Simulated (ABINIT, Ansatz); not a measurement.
**BaTiO3 (P4mm): G0W0 on several meshes in ABINIT**

How does the mesh move the gap of BaTiO3 (P4mm)?

Main program and level: ABINIT 10.8.3; PBE and many-body steps on it, plane waves.

## 1. The structure

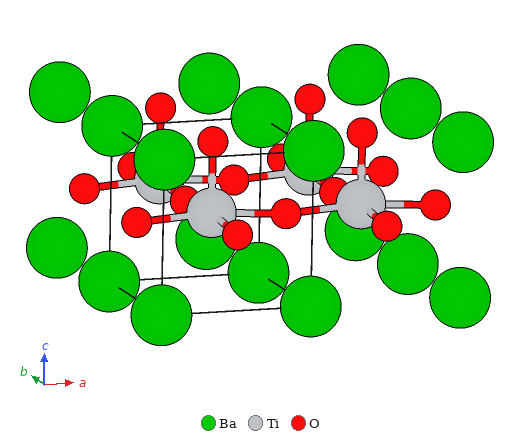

Start, viewed slightly off an axis; barium green, titanium light grey, oxygen red. 2×2×1 cells are drawn. Some periodic images of atoms are drawn too.

As a file:

```cif
data_structure
_symmetry_space_group_name_H-M 'P 1'
_symmetry_Int_Tables_number 1
_cell_length_a 3.9905
_cell_length_b 3.9905
_cell_length_c 4.0230
_cell_angle_alpha 90.000
_cell_angle_beta 90.000
_cell_angle_gamma 90.000
_cell_volume 64.06
loop_
_atom_site_label
_atom_site_type_symbol
_atom_site_fract_x
_atom_site_fract_y
_atom_site_fract_z
_atom_site_occupancy
Ba1 Ba 0.00000 0.00000 0.00000 1
Ti2 Ti 0.50000 0.50000 0.52200 1
O3 O 0.50000 0.50000 0.97900 1
O4 O 0.50000 0.00000 0.48800 1
O5 O 0.00000 0.50000 0.48800 1
```

The cell and positions come from the Crystallography Open Database and are kept as given unless a step says otherwise. Spin-orbit coupling is left out unless a step names it.

## 2. Empty states on the mesh, 4×4×4 mesh, 322 bands

This step: ABINIT 10.8.3; DFT, PBE, plane waves, norm-conserving pseudopotentials.

The sums over transitions need many empty states on a uniform mesh; this step solves for them.

The input, run.abi:

```
acell 3*1.0 Angstrom
rprim 
  3.990480000000 0.000000000000 0.000000000000
  0.000000000000 3.990480000000 0.000000000000
  0.000000000000 0.000000000000 4.023030000000
ntypat 3
znucl 56 22 8
natom 5
typat 1 2 3 3 3
xred 
  0.000000000000 0.000000000000 0.000000000000
  0.500000000000 0.500000000000 0.522000000000
  0.500000000000 0.500000000000 0.979000000000
  0.500000000000 0.000000000000 0.488000000000
  0.000000000000 0.500000000000 0.488000000000
pp_dirpath "pseudos"
pseudos "Ba.upf, Ti.upf, O.upf"
ecut 38
ngkpt 4 4 4
nshiftk 1
shiftk 0 0 0
kptopt 1
chksymbreak 0
irdden 1
istwfk *1
nband 322
prtvol 0
optdriver 6
gwr_task "HDIAGO"
paral_kgb 0
occopt 1
indata_prefix "in"
outdata_prefix "out"
tmpdata_prefix "tmp"
```

On the command line:

```bash
$ OMP_NUM_THREADS=1 mpirun -n 4 abinit run.abi > log
```

What it wrote:

```text
.Version 10.8.3 of ABINIT. v10.8.2 released Aug 2026.

 Symmetries : space group P4 m m (# 99); Bravais tP (primitive tetrag.)
[... echo of the input left out ...]
== DATASET  1 ==================================================================
-   mpi_nproc: 4, omp_nthreads: 1 (-1 if OMP is not activated)

--- !DatasetInfo
iteration_state: {dtset: 1, }
dimensions: {natom: 5, nkpt: 18, mband: 322, nsppol: 1, nspinor: 1, nspden: 1, mpw: 4868, }
cutoff_energies: {ecut:  38.0, pawecutdg:  -1.0, }
[...]
Indirect band gap semiconductor
 Fundamental gap:     1.851 (eV)
   VBM:     6.718 (eV) at k: [ 5.0000E-01,  5.0000E-01,  5.0000E-01]
   CBM:     8.569 (eV) at k: [ 0.0000E+00,  0.0000E+00,  0.0000E+00]
 Direct gap:         2.222 (eV) at k: [ 0.0000E+00,  0.0000E+00,  0.0000E+00]

== END DATASET(S) ==============================================================
================================================================================

 -outvars: echo values of variables after computation  --------
           etotal      0.0000000000E+00
            nband         322
             nkpt          18
          spgroup          99
 [... the other variables as echoed above ...]

 Calculation completed.
```

The job ended after 6.7 min (4 MPI ranks of Arm Neoverse V1, shared host; peak memory 5.3 GiB).

This step gave:

```yaml
gap: 1.851 eV
k_of_the_valence_top: 0.5, 0.5, 0.5
k_of_the_conduction_bottom: 0, 0, 0
least_direct_gap: 2.222 eV
k_points_computed: 18
lowest_point_of_the_top_converged_band_above_the_valence_top: 145.1917 eV
```

On this mesh the gap is 1.851 eV.

The density comes from a self-consistent run that is not shown.

## 3. Screening, 4×4×4 mesh, 140 bands, screening to 141.5 eV

The RPA dielectric matrix is built and inverted for each q.

This step: RPA screening on PBE, plane waves, norm-conserving pseudopotentials.

run.abi: that of step 2 with these lines changed.

```diff
@@ -23,10 +23,11 @@
 chksymbreak 0
-irdden 1
 istwfk *1
-nband 322
-prtvol 0
-optdriver 6
-gwr_task "HDIAGO"
-paral_kgb 0
 occopt 1
+irdwfk 1
+optdriver 3
+nband 140
+ecuteps 5.2
+inclvkb 2
+awtr 1
+symchi 1
 indata_prefix "in"
```

What it wrote:

```text
.Version 10.8.3 of ABINIT. v10.8.2 released Aug 2026.

 Symmetries : space group P4 m m (# 99); Bravais tP (primitive tetrag.)
[... echo of the input left out ...]
== DATASET  1 ==================================================================
-   mpi_nproc: 4, omp_nthreads: 1 (-1 if OMP is not activated)

--- !DatasetInfo
iteration_state: {dtset: 1, }
dimensions: {natom: 5, nkpt: 18, mband: 140, nsppol: 1, nspinor: 1, nspden: 1, mpw: 4868, }
cutoff_energies: {ecut:  38.0, pawecutdg:  -1.0, }
electrons: {nelect:   4.00000000E+01, charge:   0.00000000E+00, occopt:   1.00000000E+00, tsmear:   1.00000000E-02, }

 SCREENING: Calculation of the susceptibility and dielectric matrices

 Based on a program developped by R.W. Godby, V. Olevano, G. Onida, and L. Reining.
 Incorporated in ABINIT by V. Olevano, G.-M. Rignanese, and M. Torrent.
.Using double precision arithmetic ; gwpc =  8

[... cell and pseudopotentials left out ...]
--------------------------------------------------------------------------------

 ==== K-mesh for the wavefunctions ====
 Number of points in the irreducible wedge :    18
[... list of points left out ...]
 Together with  8 symmetry operations and time-reversal symmetry
 yields    64 points in the full Brillouin Zone.

 ==== Q-mesh for the screening function ====
 Number of points in the irreducible wedge :    18
[... list of points left out ...]
 Together with  8 symmetry operations and time-reversal symmetry
 yields    64 points in the full Brillouin Zone.

 setmesh: FFT mesh size selected  =    30x   30x   30
          total number of points  =        27000

 vcoul_init : cutoff-mode = AUXILIARY_FUNCTION
 q-points for optical limit:   1
     1)      0.000010    0.000020    0.000030

- screening: taking advantage of time-reversal symmetry
- Maximum band index for partially occupied states nbvw = 20
- Remaining bands to be divided among processors   nbcw = 120
- Number of bands treated by each node ~30

 Number of electrons calculated from density =   40.0000; Expected =   40.0000
 average of density, n =  0.092525
 r_s =    1.3716
 omega_plasma =   29.3417 [eV]

 calculating chi0 at frequencies [eV] :
  1    0.000000E+00    0.000000E+00
  2    0.000000E+00    2.934172E+01

--------------------------------------------------------------------------------
  q-point number  1        q = ( 0.000000, 0.000000, 0.000000) [r.l.u.]
--------------------------------------------------------------------------------
[... chi0 elements left out ...]
 For q-point:  0.000010 0.000020 0.000030
  dielectric constant =   5.8014
  dielectric constant without local fields =   6.4321

  Average fulfillment of the sum rule on Im[epsilon] for q-point    1 :     68.46  [%]
[... wings left out ...]
  q-point number  2        q = ( 0.250000, 0.000000, 0.000000) [r.l.u.]
--------------------------------------------------------------------------------
[... chi0 elements left out ...]
  Average fulfillment of the sum rule on Im[epsilon] for q-point    2 :     79.20  [%]

 [... 16 further q-points ...]
```

Run time: 3.8 min. Hardware: 4 MPI ranks; peak memory 2.1 GiB; 15 min of CPU time.

Numbers from this step:

```yaml
eps_infinity_with_local_fields_on_this_mesh_along_the_program_s_q_direction: 5.801
the_same_without_local_fields: 6.432
plasma_frequency: 29.34 eV
plane_waves_in_the_screening_matrix: 251
```

Local fields lower ε∞ by 10 %. On a Γ-centred mesh this coarse the value itself is usually too large, while a short band sum pulls it down.

## 4. 4×4×4

The self-energy is evaluated for the states that the input lists, and the levels follow from it, in one-shot runs by the linearised quasiparticle equation.

This step: G0W0 on PBE, plane waves, norm-conserving pseudopotentials.

run.abi: that of step 3 with these lines changed.

```diff
@@ -26,8 +26,17 @@
 irdwfk 1
-optdriver 3
+optdriver 4
 nband 140
+gwcalctyp 0
+ecutsigx 38
+symsigma 1
+nkptgw 2
+kptgw 
+  0.5000000000 0.5000000000 0.5000000000
+  0.0000000000 0.0000000000 0.0000000000
+bdgw 
+  18 23
+  19 23
 ecuteps 5.2
-inclvkb 2
-awtr 1
-symchi 1
+irdscr 1
+ppmodel 1
 indata_prefix "in"
```

What it wrote:

```text
.Version 10.8.3 of ABINIT. v10.8.2 released Aug 2026.

 Symmetries : space group P4 m m (# 99); Bravais tP (primitive tetrag.)
[... echo of the input left out ...]
== DATASET  1 ==================================================================
-   mpi_nproc: 4, omp_nthreads: 1 (-1 if OMP is not activated)

--- !DatasetInfo
iteration_state: {dtset: 1, }
dimensions: {natom: 5, nkpt: 18, mband: 140, nsppol: 1, nspinor: 1, nspden: 1, mpw: 4868, }
cutoff_energies: {ecut:  38.0, pawecutdg:  -1.0, }
electrons: {nelect:   4.00000000E+01, charge:   0.00000000E+00, occopt:   1.00000000E+00, tsmear:   1.00000000E-02, }

 SIGMA: Calculation of the GW corrections

 Based on a program developped by R.W. Godby, V. Olevano, G. Onida, and L. Reining.
 Incorporated in ABINIT by V. Olevano, G.-M. Rignanese, and M. Torrent.
.Using double precision arithmetic ; gwpc =  8

[... cell and pseudopotentials left out ...]
--------------------------------------------------------------------------------

 ==== K-mesh for the wavefunctions ====
 Number of points in the irreducible wedge :    18
[... list of points left out ...]
 Together with  8 symmetry operations and time-reversal symmetry
 yields    64 points in the full Brillouin Zone.

 ==== Q-mesh for screening function ====
 Number of points in the irreducible wedge :    18
[... list of points left out ...]
 Together with  8 symmetry operations and time-reversal symmetry
 yields    64 points in the full Brillouin Zone.

 vcoul_init : cutoff-mode = AUXILIARY_FUNCTION
 q-points for optical limit:   1
     1)      0.000010    0.000020    0.000030
 setmesh: FFT mesh size selected  =    45x   45x   45
          total number of points  =        91125

 Number of electrons calculated from density =   40.0000; Expected =   40.0000
 average of density, n =  0.092525
 r_s =    1.3716
 omega_plasma =   29.3417 [eV]

 === KS Band Gaps ===
  >>>> For spin  1
   Minimum direct gap =   2.2217 [eV], located at k-point      :   0.0000  0.0000  0.0000
   Fundamental gap    =   1.8512 [eV], Top of valence bands at :   0.5000  0.5000  0.5000
                                       Bottom of conduction at :   0.0000  0.0000  0.0000
 SIGMA fundamental parameters:
 PLASMON POLE MODEL  1
 number of plane-waves for SigmaX                 4865
 number of plane-waves for SigmaC and W            251
 number of plane-waves for wavefunctions          4865
 number of bands                                   140
 number of independent spin polarizations            1
 number of spinorial components                      1
 number of k-points in IBZ                          18
 number of q-points in IBZ                          18
 number of symmetry operations                       8
 number of k-points in BZ                           64
 number of q-points in BZ                           64
 number of frequencies for dSigma/dE                 9
 frequency step for dSigma/dE [eV]                0.25
 number of omega for Sigma on real axis              0
 max omega for Sigma on real axis  [eV]           0.00
 zcut for avoiding poles [eV]                     0.10

 EPSILON^-1 parameters (SCR file):
 dimension of the eps^-1 matrix on file            251
 dimension of the eps^-1 matrix used               251
 number of plane-waves for wavefunctions          4865
 number of bands                                   140
 number of q-points in IBZ                          18
 number of frequencies                               2
 number of real frequencies                          1
 number of imag frequencies                          1

 matrix elements of self-energy operator (all in [eV])

 Perturbative Calculation

--- !SelfEnergy_ee
iteration_state: {dtset: 1, }
kpoint     : [   0.500,    0.500,    0.500, ]
spin       : 1
KS_gap     :    4.248
QP_gap     :    6.080
Delta_QP_KS:    1.832
data: !SigmaeeData |
     Band     E0 <VxcDFT>   SigX SigC(E0)      Z dSigC/dE  Sig(E)    E-E0       E
       18   6.542 -19.963 -24.993   4.955   0.766  -0.306 -20.021  -0.057   6.484
       19   6.542 -19.963 -24.993   4.955   0.766  -0.306 -20.021  -0.057   6.484
       20   6.718 -20.008 -25.051   5.008   0.764  -0.309 -20.034  -0.027   6.691
       21  10.965 -21.853 -13.090  -6.336   0.744  -0.344 -20.048   1.805  12.771
       22  10.977 -21.854 -13.211  -6.171   0.743  -0.345 -20.017   1.837  12.815
       23  10.977 -21.854 -13.211  -6.171   0.743  -0.345 -20.017   1.837  12.815

--- !SelfEnergy_ee
iteration_state: {dtset: 1, }
kpoint     : [   0.000,    0.000,    0.000, ]
spin       : 1
KS_gap     :    2.222
QP_gap     :    3.741
Delta_QP_KS:    1.519
data: !SigmaeeData |
     Band     E0 <VxcDFT>   SigX SigC(E0)      Z dSigC/dE  Sig(E)    E-E0       E
       19   6.347 -20.006 -24.534   4.475   0.771  -0.298 -20.047  -0.042   6.306
       20   6.347 -20.006 -24.534   4.475   0.771  -0.298 -20.047  -0.042   6.306
       21   8.569 -18.775 -11.365  -5.517   0.781  -0.281 -17.297   1.477  10.046
       22   8.936 -19.060 -12.059  -5.074   0.779  -0.284 -17.559   1.502  10.438
       23   8.936 -19.060 -12.059  -5.074   0.779  -0.284 -17.559   1.502  10.438

== END DATASET(S) ==============================================================
================================================================================

 -outvars: echo values of variables after computation  --------
           etotal      0.0000000000E+00
            nband         140
             nkpt          18
          spgroup          99
 [... the other variables as echoed above ...]

 Calculation completed.
```

Run time: 27 s. Hardware: 4 MPI ranks; peak memory 1.8 GiB.

Numbers from this step:

```yaml
g0w0_gap_on_the_points_computed: 3.355 eV
starting_gap_on_the_mesh: 1.851 eV
k_of_the_valence_top: 0.5, 0.5, 0.5
k_of_the_conduction_bottom: 0, 0, 0
z_at_the_valence_top: 0.764
z_at_the_conduction_bottom: 0.781
least_direct_g0w0_gap_on_the_computed_points: 3.740 eV
```

The gap on the mesh goes from 1.85 eV to 3.35 eV, a correction of +1.50 eV.

## 5. Empty states on the mesh, 2×2×2 mesh, 148 bands

This step: DFT, PBE, plane waves, norm-conserving pseudopotentials.

run.abi: that of step 4 with these lines changed.

```diff
@@ -18,3 +18,3 @@
 ecut 38
-ngkpt 4 4 4
+ngkpt 2 2 2
 nshiftk 1
@@ -23,20 +23,10 @@
 chksymbreak 0
+irdden 1
 istwfk *1
+nband 148
+prtvol 0
+optdriver 6
+gwr_task "HDIAGO"
+paral_kgb 0
 occopt 1
-irdwfk 1
-optdriver 4
-nband 140
-gwcalctyp 0
-ecutsigx 38
-symsigma 1
-nkptgw 2
-kptgw 
-  0.5000000000 0.5000000000 0.5000000000
-  0.0000000000 0.0000000000 0.0000000000
-bdgw 
-  18 23
-  19 23
-ecuteps 5.2
-irdscr 1
-ppmodel 1
 indata_prefix "in"
```

What it wrote:

```text
[banner, memory and clock lines left out]
.Version 10.8.3 of ABINIT. v10.8.2 released Aug 2026.

 Symmetries : space group P4 m m (# 99); Bravais tP (primitive tetrag.)
[... echo of the input left out ...]
== DATASET  1 ==================================================================
-   mpi_nproc: 4, omp_nthreads: 1 (-1 if OMP is not activated)

--- !DatasetInfo
iteration_state: {dtset: 1, }
dimensions: {natom: 5, nkpt: 6, mband: 148, nsppol: 1, nspinor: 1, nspden: 1, mpw: 4868, }
cutoff_energies: {ecut:  38.0, pawecutdg:  -1.0, }
[...]
Integrated=    4.0000E+01

 === KS gaps after direct diagonalization ===
 Indirect band gap semiconductor
 Fundamental gap:     1.851 (eV)
   VBM:     6.718 (eV) at k: [ 5.0000E-01,  5.0000E-01,  5.0000E-01]
   CBM:     8.569 (eV) at k: [ 0.0000E+00,  0.0000E+00,  0.0000E+00]
 Direct gap:         2.222 (eV) at k: [ 0.0000E+00,  0.0000E+00,  0.0000E+00]

== END DATASET(S) ==============================================================

 -outvars: echo values of variables after computation  --------
           etotal      0.0000000000E+00
            nband         148
             nkpt           6
          spgroup          99
 [... the other variables as echoed above ...]

 Calculation completed.
```

Wall time 2.5 min (4 MPI ranks); peak memory 5.2 GiB.

This step gave:

| Item | Value |
| --- | --- |
| gap | 1.851 eV |
| k of the valence top | 0.5, 0.5, 0.5 |
| k of the conduction bottom | 0, 0, 0 |
| least direct gap | 2.222 eV |
| k points computed | 6 |
| lowest point of the top converged band, above the valence top | 74.5472 eV |

On this mesh the gap is 1.851 eV.

(Continued in part 2 of 2.)

[Paths, hosts, dates, memory and timing lines, banners, echoed tables and standing remarks are left out of the program output.]

[Logs are printed without paths, hosts, clocks, repeated set-up lines and the standing remarks that a program may print on its own settings, such as how far it seeks lower states.]

[Runs of the session that timed out or met a known fault of the program may be left out.]

[Hosts, paths, dates, database ids (printed as entryN), source tags and the programs' standing remarks are cut or masked in the printed files.]

[G0W0 gaps are taken among the corrected bands and points alone; a level outside them can change the order at an edge.]

[Where Ansatz stands beside ABINIT at settings called matched, ABINIT's density can come from a denser mesh and the files from another edition; pairs whose starting gaps differed by over 0.03 eV were left out, so agreement reads better than it is.]
